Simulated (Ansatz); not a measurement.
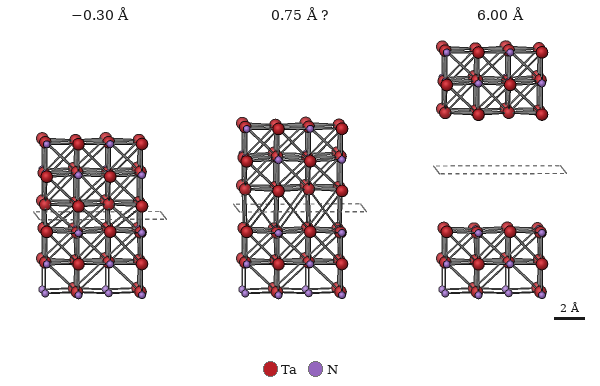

A crystal of Ta$_{4}$N$_{3}$ (I4/mmm): the crystal is pulled apart rigidly along the normal of the (0 0 1) plane of the conventional cell, at a cut between a plane of N/Ta below and one of N/Ta above, 2.04 Å apart. One cut stands in each cell, which starts 8.5 Å high; nothing is relaxed, and the dashed outline marks the cut. The picture is a ball-and-stick view of the layers on both sides of the cut, seen from the side, nearly along the cut plane.

Level of theory: DFT PBEsol, scalar-relativistic, plane waves, PAW in Ansatz 0.2.0. Set-up: plane-wave cutoff 420 eV; k-point mesh 9 × 9 × 5; occupations gaussian; smearing width 0.15 eV; no spin polarisation. Energies (free energies at the smearing named) are counted from the relaxed crystal.

| opening (Å) | ΔE per area (J/m²) |
| --- | --- |
| −0.30 | 2.02 |
| −0.15 | 0.39 |
| 0.00 | 0.00 |
| 0.25 | 0.56 |
| 0.50 | 1.53 |
| 0.75 | ? |
| 1.00 | 2.93 |
| 1.50 | 3.68 |
| 2.00 | 4.18 |
| 3.00 | 4.80 |
| 4.50 | 5.14 |
| 6.00 | 5.20 |

> One row is withheld. What is its energy?

A straight line between the two neighbours gives 2.23 J/m². A cubic through the four nearest rows (0.25, 0.50, 1.00, 1.50) gives, with Lagrange weights, (−0.2000)(0.56) + (0.7500)(1.53) + (0.5000)(2.93) + (−0.0500)(3.68) = 2.32 J/m². The calculation gives 2.36 J/m², so the cubic is 0.04 J/m² too low and the straight line 0.13 J/m² too low, as the curve bends downwards here.

The whole profile:

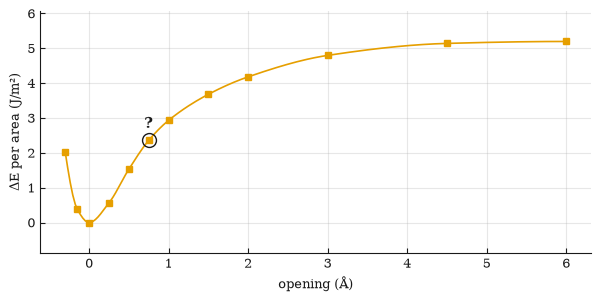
